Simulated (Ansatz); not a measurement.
Consider Ge.

Input file:

```
crystal:
  lattice:
    - [0.0208510203, 2.8368735119, 2.8368735119]
    - [2.8368735119, 0.0208510203, 2.8368735119]
    - [2.8577245322, 2.8577245322, 0.0]
  atoms:
    - { symbol: Ge, position: [0.0009085316, 0.0009085316, -0.0009085316] }
    - { symbol: Ge, position: [0.2490914684, 0.2490914684, 0.2509085316] }
kpoints:
  mp_grid: { grid: [6, 6, 6] }
  band_path:
    path:
      - [0.0, 0.0, 0.0]
      - [0.5, 0.0, 0.5]
      - [0.625, 0.25, 0.625]
      - [0.375, 0.375, 0.75]
      - [0.5, 0.5, 0.5]
      - [0.5, 0.25, 0.75]
    npoints: 1
hamiltonian:
  xc: hse06
scf:
  occupations: { method: fermi_dirac, width: 0.02 }
  n_extra_bands: 4
output:
  forces: true
  stress: true
  eigenvalues: true
  write_density: true
  write_potential: true
  elf: true
  volumetric_format: npy
```

Launched as:

```sh
ansatz run input.yaml --threads 4 --pin off --max-ram 3686MiB --backend cpu --events-out ev --progress --plain --runs-dir out
```

Below, planes, directions and counts refer to the conventional cell (a = 3.98 Å, b = 4.04 Å, c = 5.67 Å, α = 90.00°, β = 90.00°, γ = 90.00°).

Space group Imma; started from the diamond prototype, which need not be the ambient phase; changed on purpose from its base cell (shear xy strain +1.5%).

The calculation used DFT, HSE06, plane waves, PAW (Ansatz 0.2.0).

Predict the valence pseudo-density and electron localisation function between the atoms.

Ge–Ge (2.45 Å): ρ is about 0.52 e/Å³ halfway; the ELF peaks at about 0.80 between the atoms; a shared electron pair.

Does the calculation give a band gap?

It is gapped, with a Kohn–Sham gap of 0.63 eV on the k-point mesh (the band edges may lie off the mesh, which would make the gap smaller).

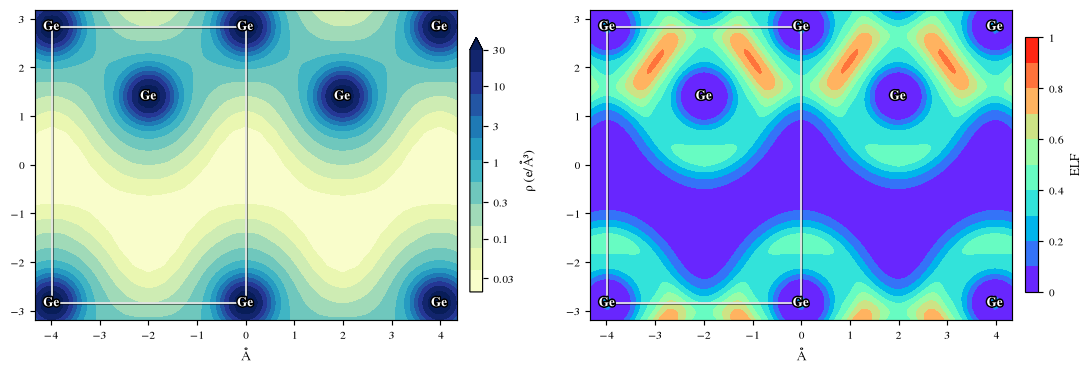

Computed valence pseudo-density and electron localisation function on the (010) plane of the conventional cell, in this order. 

In a PAW calculation such maps are meaningful between the atoms, not at the nuclei.
